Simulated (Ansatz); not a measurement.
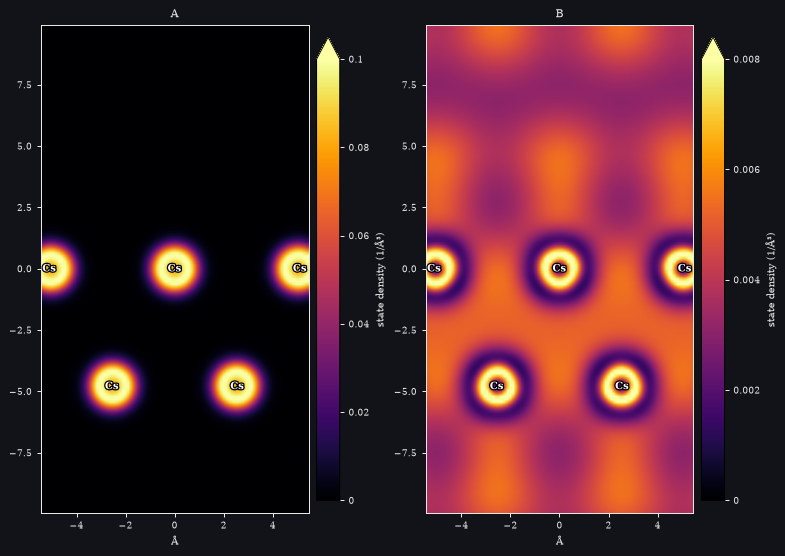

Cs: densities of the states in two energy windows, on the (100) plane of the conventional cell.

Space group I4_1/amd. This isn't the usual form at ambient conditions. The cell comes from a database of computed structures, not from a measurement.

These are results of DFT LDA, scalar-relativistic, plane waves, PAW in Ansatz 0.2.0, not measurements.

In a PAW calculation such maps are meaningful between the atoms, not at the nuclei.

```
Cs
1.0
     5.10769    0.00000    0.00000
     0.00000    5.10769    0.00000
     0.00000    0.00000   19.19213
Cs
4
Cartesian
  2.5538 0.0000 4.7980
  0.0000 2.5538 14.3941
  2.5538 2.5538 0.0000
  0.0000 0.0000 9.5961
```

Q: Match the panels to the energy ranges (zero at the Fermi level): −24.03 to −23.95 eV and −0.25 to +0.25 eV.

A: Panel A: −24.03 to −23.95 eV, a separate group of bands (semicore or deep states), mainly Cs 5s (over 95 %).
Panel B: −0.25 to +0.25 eV, the states at the Fermi level, mainly Cs 6s (over 95 %).
The characters are Löwdin shares on a minimal set of atomic orbitals.
